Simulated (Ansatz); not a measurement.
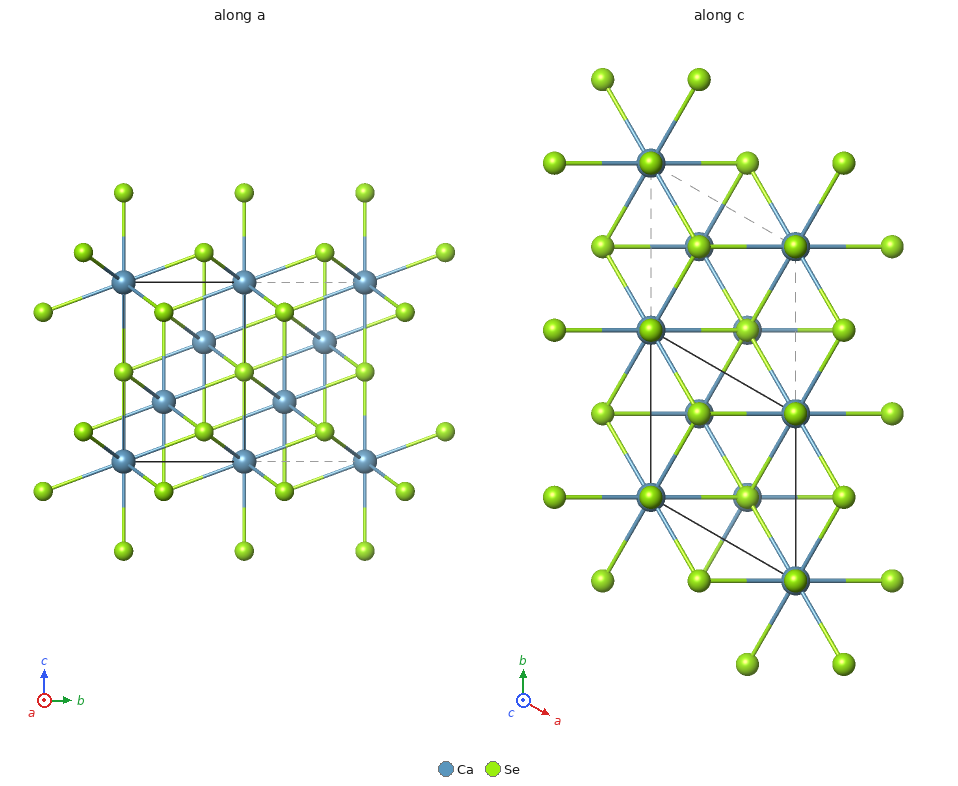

Shown here is a ball-and-stick view of the crystal, taken along the a axis and along the c axis. One conventional unit cell is drawn solid; the view covers 1×2×1 cells. Some atoms of the next cells are drawn as well.

CaSe, space group R-3m (No. 166), a = 5.07 Å, b = 5.07 Å, c = 6.52 Å, α = 90.00°, β = 90.00°, γ = 120.00°.

Method used: DFT, r2SCAN, plane waves, PAW in Ansatz 0.2.0. It ran with an energy cutoff of 500 eV, k-points about 0.22 Å⁻¹ apart, no spin polarisation.

Predict the gap.

A semiconductor at this level, with a gap of 1.27 eV, direct.

Which way would the volume go on relaxing?

The computed pressure is -0.4 GPa (stretched: it would shrink).

The structure was taken from a structure type filled with these elements by a generator (whether the compound takes this form wasn't checked). The cell was then strained or its atoms displaced on purpose. An electronic-structure calculation with Ansatz was run on it.
